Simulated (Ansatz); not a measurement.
# Trigonal (grey) selenium under r²SCAN: convergence with the Methfessel-Paxton smearing

How small must the Methfessel-Paxton smearing width be for energy and pressure to settle? The geometry was relaxed under r²SCAN beforehand and stays fixed; 7 values are run, from 0.01 to 1.0 eV. Wanted are the values from which on the energy stays within 10 and 1 meV/atom, and the pressure within 0.5 GPa, of the narrowest run. Within the series other settings stay, but some runs also write fields, which adds to their time. Spin polarisation is left out.

Method: DFT r²SCAN, plane waves with PAW, scalar-relativistic, in Ansatz 0.2.0.

1 further run of the same task is left out (set aside as unsound or not needed).

## (1) The system as given

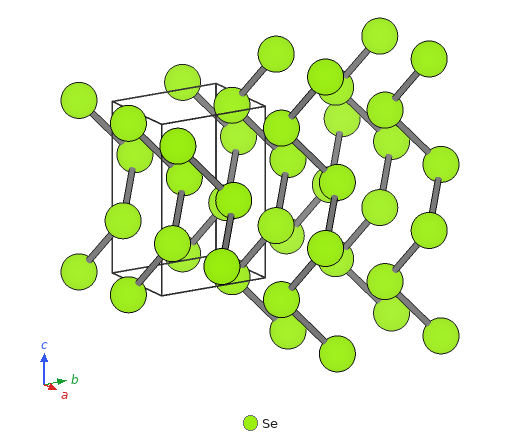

The structure, seen slightly off an axis (selenium green). 2×2×1 cells are drawn. Any atoms on the faces are drawn again on the opposite ones, and bonded neighbours outside are added.

Coordinates:

```cif
data_structure
_symmetry_space_group_name_H-M 'P 1'
_symmetry_Int_Tables_number 1
_cell_length_a 4.4931
_cell_length_b 4.4931
_cell_length_c 4.9924
_cell_angle_alpha 90.000
_cell_angle_beta 90.000
_cell_angle_gamma 120.000
_cell_volume 87.28
loop_
_atom_site_label
_atom_site_type_symbol
_atom_site_fract_x
_atom_site_fract_y
_atom_site_fract_z
_atom_site_occupancy
Se1 Se 0.21783 0.00000 0.33333 1
Se2 Se 0.00000 0.21783 0.66667 1
Se3 Se 0.78217 0.78217 0.00000 1
```

## (2) Width 0.01 eV

The run at 0.01 eV.

input.yaml

```yaml
crystal:
  lattice:
    - [4.4930560488, 0.0, 0.0]
    - [-2.2465280244, 3.8911006789, 0.0]
    - [0.0, 0.0, 4.9923929492]
  atoms:
    - { symbol: Se, position: [0.2178291882, 0.0, 0.3333333333] }
    - { symbol: Se, position: [1.0, 0.2178291882, 0.6666666667] }
    - { symbol: Se, position: [0.7821708118, 0.7821708118, 0.0] }
hamiltonian:
  xc: r2scan
  pseudopotentials:
    kind: paw
    azcp:
      Se: "pseudopotentials/Se.paw.azcp"
basis:
  ecutwfc: 500
  fft_grid_basis: typed
kpoints:
  mp_grid: { grid: [8, 8, 7], shift: [0, 0, 0] }
magnetization:
  spin_polarized: false
scf:
  occupations: { method: methfessel_paxton, width: 0.01 }
  lower_state_search: "off"
output:
  stress: true
  write_density: true
  write_potential: true
  elf: true
  volumetric_format: npy
```

Launch:

```sh
ansatz run input.yaml --threads 2 --pin off --max-ram 5120MiB --backend cpu --events-out ev --progress --plain --runs-dir out
```

The log of the run:

```text
Warning: RAYON_NUM_THREADS=2 ignored (pool sized by the plan → 2); use --threads N
Engine: ansatz 0.2.0, x86_64-unknown-linux-gnu
Pseudopotentials: kind: paw
Pseudopotential: Se, paw, valence charge 16, recommended cutoff 500 eV (meta_gga), <dir>
Functional definition: r2SCAN
  parameter k0 = 0.174
  parameter k1 = 0.065
  parameter a1 = 4.9479
  exchange = r2scan_x(k0 = k0, k1 = k1, a1 = a1)
  correlation = r2scan_c
Crystal: 3 atoms, lattice volume = 87.282 Å³
Basis set: ecut = 500 eV, 2209 PW (Γ), exchange–correlation on 144×144×160 points (64 copies of the dense FFT grid, shifted against one another)
Bands: 29, of which v1, the nominal top of the filled ones, is band 24 counted from 1 (23 counted from 0)
Symmetry: 6 space group operations
Space group: P3121 (ITA 152), of the structure as read, at distance tolerance 4.4e-5 Å
k-points: 55 of 448 (time reversal used)
Non-local potential: Se, projectors of the file, l = 0: 2, l = 1: 2, l = 2: 3, l = 3: 1
PAW form: soft (Blöchl's): semilocal exchange-correlation on the pseudo side does not see the compensation charge
PAW frozen core: Se, regenerated for the run's functional (the file was generated under x = pbe(κ = 0.804, μ = 0.2195149727645171), c = pbe(β = 0.06672455060314922))
PAW one-centre angular grid: Se, 590 points (default); XC on 160 Gauss nodes
Initial density: superposition of atomic densities (neutral atoms: chi_scale 0, normalization atom), corrected by the library's trained network
Initial wavefunctions: pseudopotential atomic-orbital guess
Functional: x = r2scan, c = r2scan; τ floored in thin density (d = 2e-4 eV/Å³)
SCF iter   1: F=—  HF=-16434.371133 eV  |F-HF|=—  |Δ(HF+E_count)|=         —  Δρ=2.84e-3  dr2=4.69e-3  dr2_τ=9.26e-3  ethr=1.77e-3  ⟨swp⟩=6.4  Hψ=7000  notcnv=0
preconditioner: auto → Resta (q_TF=auto, 2.470 Å⁻¹)  ε∞=3.4  [insulator: Δε(μ)=1.613 eV  Ē_g=10.920 eV  σ=0.010 eV  W_gap=1.00  n_scr=20 (ndim 8)  ℏωp=16.9 eV  f_vac=0.128  D(μ)=0.00/eV (n_scr^D=0)  ε∞_Penn≈3.4]
SCF iter   2: F=—  HF=-16434.379253 eV  |F-HF|=—  |Δ(HF+E_count)|=   8.12e-3  S|Δr|=    0.00e0  Δρ=1.73e-3  dr2=1.58e-3  dr2_τ=3.31e-5  ethr=9.77e-6  ⟨swp⟩=2.8  Hψ=3652  notcnv=0  defer=55
SCF iter   3: F=—  HF=-16434.379789 eV  |F-HF|=—  |Δ(HF+E_count)|=   5.37e-4  S|Δr|=    0.00e0  Δρ=6.33e-4  dr2=2.21e-4  dr2_τ=4.65e-6  ethr=3.29e-6  ⟨swp⟩=2.0  Hψ=2085  notcnv=0  defer=55
SCF iter   4: F=—  HF=-16434.379916 eV  |F-HF|=—  |Δ(HF+E_count)|=   1.27e-4  S|Δr|=    0.00e0  Δρ=9.96e-5  dr2=8.29e-6  dr2_τ=2.57e-7  ethr=4.60e-7  ⟨swp⟩=2.0  Hψ=2255  notcnv=0  defer=55
SCF iter   5: F=—  HF=-16434.379922 eV  |F-HF|=—  |Δ(HF+E_count)|=   5.45e-6  S|Δr|=    0.00e0  Δρ=1.74e-5  dr2=2.95e-7  dr2_τ=7.08e-9  ethr=1.73e-8  ⟨swp⟩=2.0  Hψ=2035  notcnv=0  defer=55
SCF iter   6: F=-16434.379922 eV  HF=-16434.379922 eV  |F-HF|=7.51e-9  |Δ(HF+E_count)|=   2.11e-7  S|Δr|=    0.00e0  Δρ=2.81e-6  dr2=6.36e-9  dr2_τ=1.85e-10  ethr=2.08e-10  ⟨swp⟩=12.2  Hψ=10517  notcnv=0
SCF 1 converged in 6 iterations: F = -16434.379922 eV  dr2 = 6.36e-9
  Residual-converged pass: ⟨swp⟩=1.0  Hψ=1815  notcnv=0  max |occ|·‖R‖ = 7.1e-9 eV (tolerance 1.0e-8 eV)  dr2=6.36e-9  dr2_τ=1.85e-10  dr2_onsite=1.59e-9  max |Δocc| = 0.0e0
SCF converged after 6 iterations
Stability not checked: this state was not tested for a lower state beside it, because cold or Methfessel-Paxton smearing, or corrected tetrahedra, fill the levels in a way that the test cannot read (fill_not_monotonic; see scf.lower_state_search)
Free energy (F): -16434.379922 eV
Harris-Foulkes:  -16434.379922 eV  (|F-HF|=7.51e-9)
Internal energy: -16434.379922 eV  (E = F + TS)
E sigma→0 (E₀):  -16434.379922 eV
Fermi energy:    6.486315 eV
Step filling:    the computed levels leave a gap of 1.6119 eV = 161.2 smearing widths at the electron count; against every level under it full and every level over it empty, smearing changes F+E_penalty+E_count by +0.00e0 meV and its σ→0 estimate by +0.00e0 meV
--- Per-component energies (eV) ---
  E_band       = -1305.849194
  E_kinetic    = 351.160255
  E_local      = -8009.883722  (includes V_loc(G=0)·N_el)
  E_nonlocal   = -1781.807582
  E_hartree    = 3908.569461
  E_xc         = -292.169769
  E_vxc        = -314.208447  (∫ρ·V_xc dr)
  E_paw        = -5777.478793  (= ΣΔE_a)
  E_vpaw       = 615.833248  (= ΣTr[D̂ρ^β])
  E_aug_tail   = -0.000630  (compensation charges beyond the density's cutoff)
  E_vtau       = 15.920183  (kinetic-family band-sum trace: ∫τ·v_τ [+ j·A + Jᵃ·Aᵃ] dr)
  E_ewald      = -4827.474830
  E_core_change = -5.294311  (= ΣΔE_core)
  E_smearing   = -0.000000  (= −TS)
  E_closure    = 0.000000  (closes the sum)
  Σ components = -16434.379922   (vs F -16434.379922, Δ=0.00e0)
--- Stress (GPa, compression-positive) ---
        0.030170       0.000000      -0.000000
        0.000000       0.030170      -0.000000
       -0.000000      -0.000000       0.036978
  P = ⅓ Tr σ = 0.0324 GPa (0.324 kbar)
--- Band table (eV; the first three rows and the last of 55) ---
  k-point 0: bands = ["-43.3090", "-43.3090", "-43.2670", "-43.2598", "-43.2598", "-43.2117", "-43.0762", "-43.0704", "-43.0704", "-43.0202", "-43.0202", "-43.0163", "-42.9908", "-42.9628", "-42.9628", "-10.4849", "-6.2818", "-6.2818", "1.7684", "1.7684", "2.0745", "3.6743", "3.6743", "5.3406", "7.9865", "7.9865", "8.3095", "12.2418", "12.7782"]
  k-point 1: bands = ["-43.3183", "-43.2982", "-43.2676", "-43.2631", "-43.2551", "-43.2142", "-43.0761", "-43.0720", "-43.0689", "-43.0212", "-43.0192", "-43.0164", "-42.9896", "-42.9666", "-42.9600", "-10.3855", "-7.2423", "-5.3495", "1.4382", "1.9719", "2.1141", "3.7299", "3.8701", "5.1871", "7.7925", "7.8621", "8.1333", "12.7041", "12.8787"]
  k-point 2: bands = ["-43.3251", "-43.2876", "-43.2694", "-43.2654", "-43.2487", "-43.2209", "-43.0758", "-43.0734", "-43.0676", "-43.0220", "-43.0183", "-43.0167", "-42.9863", "-42.9712", "-42.9582", "-10.0899", "-8.1510", "-4.5606", "1.0338", "2.1178", "2.2056", "3.9245", "4.2606", "4.8229", "7.5095", "7.5383", "7.7774", "13.0702", "13.4938"]
  k-point 54: bands = ["-43.3286", "-43.2787", "-43.2728", "-43.2665", "-43.2402", "-43.2303", "-43.0753", "-43.0745", "-43.0668", "-43.0227", "-43.0175", "-43.0168", "-42.9824", "-42.9769", "-42.9562", "-9.2565", "-8.6718", "-5.0075", "0.0222", "0.8017", "1.2684", "4.5252", "5.0893", "5.6049", "7.2923", "8.7428", "8.9492", "12.6783", "14.2225"]
```

It took 10 s on 2 threads of Intel Xeon 6975P-C (Granite Rapids), shared host; peak memory 0.65 GiB.

## (3) Width 0.03 eV

The run at 0.03 eV.

input.yaml, as its differences from that of step 2:

```diff
@@ -23,3 +23,3 @@
 scf:
-  occupations: { method: methfessel_paxton, width: 0.01 }
+  occupations: { method: methfessel_paxton, width: 0.03 }
   lower_state_search: "off"
@@ -27,5 +27 @@
   stress: true
-  write_density: true
-  write_potential: true
-  elf: true
-  volumetric_format: npy
```

Launch:

```sh
ansatz run input.yaml --threads 2 --pin off --max-ram 5120MiB --backend cpu --events-out ev --progress --plain --runs-dir out
```

The log of the run:

```text
Warning: RAYON_NUM_THREADS=2 ignored (pool sized by the plan → 2); use --threads N
[... 9 set-up lines as earlier in the session ...]
Crystal: 3 atoms, lattice volume = 87.282 Å³
Basis set: ecut = 500 eV, 2209 PW (Γ), exchange–correlation on 144×144×160 points (64 copies of the dense FFT grid, shifted against one another)
Bands: 28, of which v1, the nominal top of the filled ones, is band 24 counted from 1 (23 counted from 0)
[... 2 set-up lines as earlier in the session ...]
k-points: 55 of 448 (time reversal used)
[... 7 set-up lines as earlier in the session ...]
SCF iter   1: F=—  HF=-16434.371141 eV  |F-HF|=—  |Δ(HF+E_count)|=         —  Δρ=2.84e-3  dr2=4.65e-3  dr2_τ=9.26e-3  ethr=1.77e-3  ⟨swp⟩=6.2  Hψ=6520  notcnv=0
preconditioner: auto → Resta (q_TF=auto, 2.470 Å⁻¹)  ε∞=3.8  [insulator: Δε(μ)=1.613 eV  Ē_g=10.115 eV  σ=0.030 eV  W_gap=1.00  n_scr=20 (ndim 8)  ℏωp=16.9 eV  f_vac=0.128  D(μ)=-0.00/eV (n_scr^D=0)  ε∞_Penn≈3.8]
SCF iter   2: F=—  HF=-16434.379257 eV  |F-HF|=—  |Δ(HF+E_count)|=   8.12e-3  S|Δr|=    0.00e0  Δρ=1.75e-3  dr2=1.63e-3  dr2_τ=3.33e-5  ethr=9.69e-6  ⟨swp⟩=2.0  Hψ=3520  notcnv=0
SCF iter   3: F=—  HF=-16434.379786 eV  |F-HF|=—  |Δ(HF+E_count)|=   5.29e-4  S|Δr|=    0.00e0  Δρ=6.44e-4  dr2=2.31e-4  dr2_τ=4.75e-6  ethr=3.39e-6  ⟨swp⟩=2.0  Hψ=2070  notcnv=0
SCF iter   4: F=—  HF=-16434.379915 eV  |F-HF|=—  |Δ(HF+E_count)|=   1.29e-4  S|Δr|=    0.00e0  Δρ=1.05e-4  dr2=9.60e-6  dr2_τ=2.66e-7  ethr=4.81e-7  ⟨swp⟩=2.0  Hψ=2035  notcnv=0
SCF iter   5: F=—  HF=-16434.379922 eV  |F-HF|=—  |Δ(HF+E_count)|=   6.16e-6  S|Δr|=    0.00e0  Δρ=1.83e-5  dr2=3.46e-7  dr2_τ=7.01e-9  ethr=2.00e-8  ⟨swp⟩=2.0  Hψ=2035  notcnv=0
SCF iter   6: F=-16434.379922 eV  HF=-16434.379922 eV  |F-HF|=1.04e-8  |Δ(HF+E_count)|=   2.27e-7  S|Δr|=    0.00e0  Δρ=3.14e-6  dr2=8.49e-9  dr2_τ=2.55e-10  ethr=2.08e-10  ⟨swp⟩=4.0  Hψ=5158  notcnv=0
SCF 1 converged in 6 iterations: F = -16434.379922 eV  dr2 = 8.49e-9
SCF converged after 6 iterations
Stability not checked: this state was not tested for a lower state beside it, because cold or Methfessel-Paxton smearing, or corrected tetrahedra, fill the levels in a way that the test cannot read (fill_not_monotonic; see scf.lower_state_search)
Free energy (F): -16434.379922 eV
Harris-Foulkes:  -16434.379922 eV  (|F-HF|=1.04e-8)
Internal energy: -16434.379922 eV  (E = F + TS)
E sigma→0 (E₀):  -16434.379922 eV
Fermi energy:    6.486312 eV
Step filling:    the computed levels leave a gap of 1.6119 eV = 53.7 smearing widths at the electron count; against every level under it full and every level over it empty, smearing changes F+E_penalty+E_count by +1.65e-314 meV and its σ→0 estimate by -5.92e-312 meV
--- Per-component energies (eV) ---
  E_band       = -1305.848959
  E_kinetic    = 351.160281
  E_local      = -8009.883790  (includes V_loc(G=0)·N_el)
  E_nonlocal   = -1781.807332
  E_hartree    = 3908.569510
  E_xc         = -292.169776
  E_vxc        = -314.208458  (∫ρ·V_xc dr)
  E_paw        = -5777.479044  (= ΣΔE_a)
  E_vpaw       = 615.833521  (= ΣTr[D̂ρ^β])
  E_aug_tail   = -0.000630  (compensation charges beyond the density's cutoff)
  E_vtau       = 15.920184  (kinetic-family band-sum trace: ∫τ·v_τ [+ j·A + Jᵃ·Aᵃ] dr)
  E_ewald      = -4827.474830
  E_core_change = -5.294311  (= ΣΔE_core)
  E_smearing   = 0.000000  (= −TS)
  E_closure    = 0.000000  (closes the sum)
  Σ components = -16434.379922   (vs F -16434.379922, Δ=0.00e0)
--- Stress (GPa, compression-positive) ---
        0.030166       0.000000      -0.000000
        0.000000       0.030166      -0.000000
       -0.000000      -0.000000       0.036960
  P = ⅓ Tr σ = 0.0324 GPa (0.324 kbar)
```

It took 7.4 s on 2 threads of Intel Xeon 6975P-C (Granite Rapids), shared host; peak memory 0.59 GiB.

## (4) Width 0.1 eV

The run at 0.1 eV.

input.yaml, as its differences from that of step 3:

```diff
@@ -23,3 +23,3 @@
 scf:
-  occupations: { method: methfessel_paxton, width: 0.03 }
+  occupations: { method: methfessel_paxton, width: 0.1 }
   lower_state_search: "off"
@@ -27 +27,5 @@
   stress: true
+  write_density: true
+  write_potential: true
+  elf: true
+  volumetric_format: npy
```

Launch:

```sh
ansatz run input.yaml --threads 2 --pin off --max-ram 5120MiB --backend cpu --events-out ev --progress --plain --runs-dir out
```

The log of the run:

```text
Warning: RAYON_NUM_THREADS=2 ignored (pool sized by the plan → 2); use --threads N
[... 9 set-up lines as earlier in the session ...]
Crystal: 3 atoms, lattice volume = 87.282 Å³
Basis set: ecut = 500 eV, 2209 PW (Γ), exchange–correlation on 144×144×160 points (64 copies of the dense FFT grid, shifted against one another)
Bands: 29, of which v1, the nominal top of the filled ones, is band 24 counted from 1 (23 counted from 0)
[... 2 set-up lines as earlier in the session ...]
k-points: 55 of 448 (time reversal used)
[... 7 set-up lines as earlier in the session ...]
SCF iter   1: F=—  HF=-16434.371134 eV  |F-HF|=—  |Δ(HF+E_count)|=         —  Δρ=2.84e-3  dr2=4.69e-3  dr2_τ=9.26e-3  ethr=1.77e-3  ⟨swp⟩=5.6  Hψ=6562  notcnv=0
preconditioner: auto → Resta (q_TF=auto, 2.470 Å⁻¹)  ε∞=3.4  [insulator: Δε(μ)=1.613 eV  Ē_g=10.920 eV  σ=0.100 eV  W_gap=1.00  n_scr=20 (ndim 8)  ℏωp=16.9 eV  f_vac=0.128  D(μ)=-0.00/eV (n_scr^D=0)  ε∞_Penn≈3.4]
SCF iter   2: F=—  HF=-16434.379252 eV  |F-HF|=—  |Δ(HF+E_count)|=   8.12e-3  S|Δr|=    0.00e0  Δρ=1.73e-3  dr2=1.58e-3  dr2_τ=3.31e-5  ethr=9.77e-6  ⟨swp⟩=2.0  Hψ=3575  notcnv=0  defer=55
SCF iter   3: F=—  HF=-16434.379790 eV  |F-HF|=—  |Δ(HF+E_count)|=   5.37e-4  S|Δr|=    0.00e0  Δρ=6.33e-4  dr2=2.21e-4  dr2_τ=4.64e-6  ethr=3.29e-6  ⟨swp⟩=2.0  Hψ=1865  notcnv=0  defer=55
SCF iter   4: F=—  HF=-16434.379916 eV  |F-HF|=—  |Δ(HF+E_count)|=   1.26e-4  S|Δr|=    0.00e0  Δρ=9.97e-5  dr2=8.29e-6  dr2_τ=2.57e-7  ethr=4.60e-7  ⟨swp⟩=2.0  Hψ=2035  notcnv=0  defer=55
SCF iter   5: F=—  HF=-16434.379922 eV  |F-HF|=—  |Δ(HF+E_count)|=   5.49e-6  S|Δr|=    0.00e0  Δρ=1.74e-5  dr2=2.95e-7  dr2_τ=7.07e-9  ethr=1.73e-8  ⟨swp⟩=2.0  Hψ=2035  notcnv=0  defer=55
SCF iter   6: F=-16434.379922 eV  HF=-16434.379922 eV  |F-HF|=7.52e-9  |Δ(HF+E_count)|=   2.11e-7  S|Δr|=    0.00e0  Δρ=2.81e-6  dr2=6.36e-9  dr2_τ=1.84e-10  ethr=2.08e-10  ⟨swp⟩=12.3  Hψ=10776  notcnv=0
SCF 1 converged in 6 iterations: F = -16434.379922 eV  dr2 = 6.36e-9
SCF converged after 6 iterations
Stability not checked: this state was not tested for a lower state beside it, because cold or Methfessel-Paxton smearing, or corrected tetrahedra, fill the levels in a way that the test cannot read (fill_not_monotonic; see scf.lower_state_search)
Free energy (F): -16434.379922 eV
Harris-Foulkes:  -16434.379922 eV  (|F-HF|=7.52e-9)
Internal energy: -16434.379922 eV  (E = F + TS)
E sigma→0 (E₀):  -16434.379922 eV
Fermi energy:    6.486310 eV
Step filling:    the computed levels leave a gap of 1.6119 eV = 16.1 smearing widths at the electron count; against every level under it full and every level over it empty, smearing changes F+E_penalty+E_count by +9.20e-29 meV and its σ→0 estimate by -2.92e-27 meV
--- Per-component energies (eV) ---
  E_band       = -1305.849190
  E_kinetic    = 351.160255
  E_local      = -8009.883725  (includes V_loc(G=0)·N_el)
  E_nonlocal   = -1781.807578
  E_hartree    = 3908.569463
  E_xc         = -292.169769
  E_vxc        = -314.208447  (∫ρ·V_xc dr)
  E_paw        = -5777.478797  (= ΣΔE_a)
  E_vpaw       = 615.833252  (= ΣTr[D̂ρ^β])
  E_aug_tail   = -0.000630  (compensation charges beyond the density's cutoff)
  E_vtau       = 15.920183  (kinetic-family band-sum trace: ∫τ·v_τ [+ j·A + Jᵃ·Aᵃ] dr)
  E_ewald      = -4827.474830
  E_core_change = -5.294311  (= ΣΔE_core)
  E_smearing   = 0.000000  (= −TS)
  E_closure    = 0.000000  (closes the sum)
  Σ components = -16434.379922   (vs F -16434.379922, Δ=0.00e0)
--- Stress (GPa, compression-positive) ---
        0.030171       0.000000      -0.000000
        0.000000       0.030171      -0.000000
       -0.000000      -0.000000       0.036978
  P = ⅓ Tr σ = 0.0324 GPa (0.324 kbar)
--- Band table (eV; the first three rows and the last of 55) ---
  k-point 0: bands = ["-43.3090", "-43.3090", "-43.2670", "-43.2598", "-43.2598", "-43.2117", "-43.0762", "-43.0704", "-43.0704", "-43.0202", "-43.0202", "-43.0163", "-42.9908", "-42.9628", "-42.9628", "-10.4849", "-6.2818", "-6.2818", "1.7684", "1.7684", "2.0745", "3.6743", "3.6743", "5.3406", "7.9865", "7.9865", "8.3095", "12.2418", "12.7782"]
  k-point 1: bands = ["-43.3183", "-43.2982", "-43.2676", "-43.2631", "-43.2551", "-43.2142", "-43.0761", "-43.0720", "-43.0689", "-43.0212", "-43.0192", "-43.0164", "-42.9896", "-42.9666", "-42.9600", "-10.3855", "-7.2423", "-5.3495", "1.4382", "1.9719", "2.1141", "3.7299", "3.8701", "5.1871", "7.7925", "7.8621", "8.1333", "12.7041", "12.8787"]
  k-point 2: bands = ["-43.3251", "-43.2876", "-43.2694", "-43.2654", "-43.2487", "-43.2209", "-43.0758", "-43.0734", "-43.0676", "-43.0220", "-43.0183", "-43.0167", "-42.9863", "-42.9712", "-42.9582", "-10.0899", "-8.1510", "-4.5606", "1.0338", "2.1178", "2.2056", "3.9245", "4.2606", "4.8229", "7.5095", "7.5383", "7.7774", "13.0702", "13.4938"]
  k-point 54: bands = ["-43.3286", "-43.2787", "-43.2728", "-43.2665", "-43.2402", "-43.2303", "-43.0753", "-43.0745", "-43.0668", "-43.0227", "-43.0175", "-43.0168", "-42.9824", "-42.9769", "-42.9562", "-9.2565", "-8.6718", "-5.0075", "0.0222", "0.8017", "1.2684", "4.5252", "5.0893", "5.6049", "7.2923", "8.7428", "8.9492", "12.6783", "14.2225"]
```

Run time: 12 s. Hardware: 2 threads of Intel Xeon 6975P-C (Granite Rapids), shared host; peak memory 0.59 GiB.

[end of part 1 of 2]
